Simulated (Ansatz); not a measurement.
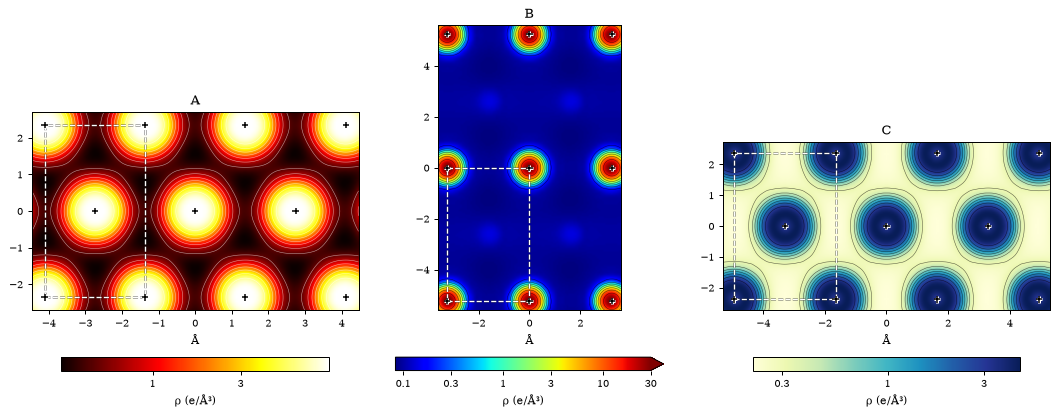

The valence electron density of 3 systems, each on a plane through atoms (crosses mark nuclei in the plane).

Level of theory: DFT, PBEsol, PAW with Ansatz's default frozen-core files, scalar-relativistic in Ansatz 0.2.0.

System 1: Mg, the (100) plane of the conventional cell. Space group P6₃/mmc.

System 2: Ir, the (011) plane of the conventional cell. Space group I4/mmm; changed on purpose from its base cell (equal xx and yy strain of +1 %, PAW files); computed pressure about −10 GPa in this cell; computed without spin polarisation.

System 3: Ta, the (110) plane of the conventional cell. Space group I4/mmm; changed on purpose from its base cell (equal xx and yy strain of +2 %, PAW files); computed pressure about −11 GPa in this cell; computed without spin polarisation.

```yaml
crystal:
  lattice:
    - [3.36861, 0.00000, 0.00000]
    - [0.00000, 3.36861, 0.00000]
    - [0.00000, 0.00000, 3.30256]
  atoms:
    - { symbol: Ta, position: [0.00000, 0.00000, 0.00000] }
    - { symbol: Ta, position: [0.50000, 0.50000, 0.50000] }
```

Q: Which map belongs to which system?

A: Panel A is system 2, Ir: the plane holds Ir. Ir–Ir (2.73 Å): ρ is about 0.44 e/Å³ halfway. Panel B is system 1, Mg: the plane holds Mg. Mg–Mg (3.23 Å): ρ at the midpoint is about 0.1 e/Å³. Panel C is system 3, Ta: the plane holds Ta. Ta–Ta (2.90 Å): ρ at the midpoint is about 0.29 e/Å³.
